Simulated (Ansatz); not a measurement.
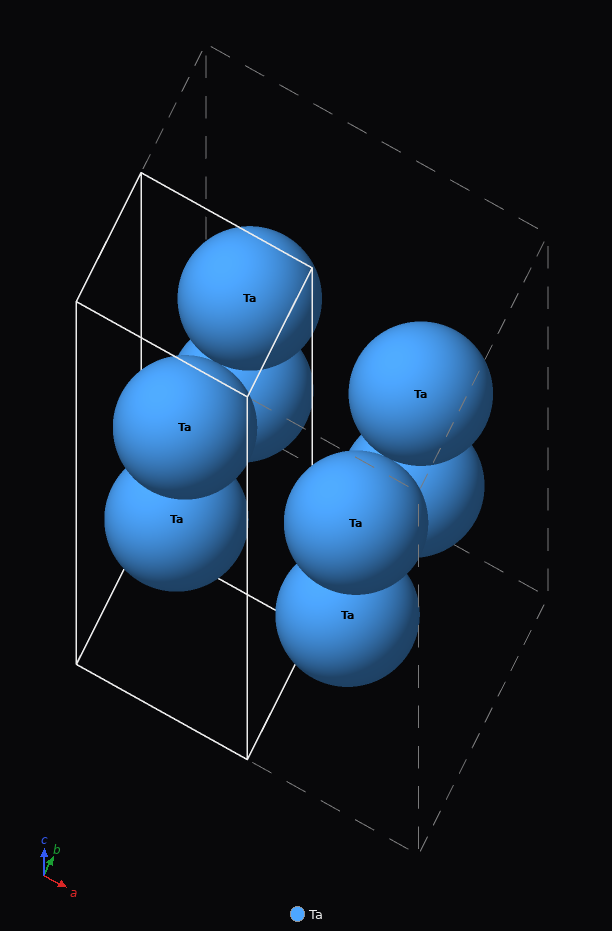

Drawn in the spheres-only manner and seen from a general direction. Shown are 2×2×1 repeats of the simulation cell, one of them outlined in solid lines.

The run was set up as follows:
```yaml
crystal:
  lattice:
    - [2.9003720726, 0.0, 0.0]
    - [-1.4501860363, 2.5117958953, 0.0]
    - [0.0, 0.0, 5.166274]
  atoms:
    - { symbol: Ta, position: [0.5770893246, 0.1541786493, 0.75] }
    - { symbol: Ta, position: [0.3333333333, 0.6666666667, 0.25] }
basis:
  ecutwfc: 500
kpoints:
  mp_grid: { grid: [18, 18, 10] }
hamiltonian:
  xc: r2scan
scf:
  occupations: { method: gaussian, width: 0.15 }
output:
  forces: true
  stress: true
  eigenvalues: true
```
Run as:
```sh
ansatz run input.yaml --threads 1 --pin off --max-ram 2560MiB --backend cpu --events-out ev --progress --plain --runs-dir out
```

Level of theory: Ansatz, DFT r2SCAN, scalar-relativistic, plane waves, PAW. Settings were a cutoff energy of 500 eV, an 18×18×10 grid in reciprocal space, Gaussian smearing of 0.15 eV, no spin polarisation.

What does the calculation say: metal or gapped?

Answer. A metal: bands cross the Fermi level.

What is the pressure at this volume?

Answer. The computed pressure is -2.7 GPa (stretched: it would shrink). The stress isn't hydrostatic: its largest component is 8.6 GPa.

The initial geometry was a structure listed in the Materials Project. The cell was then strained or its atoms displaced on purpose. Ansatz was used for an electronic-structure calculation on it.
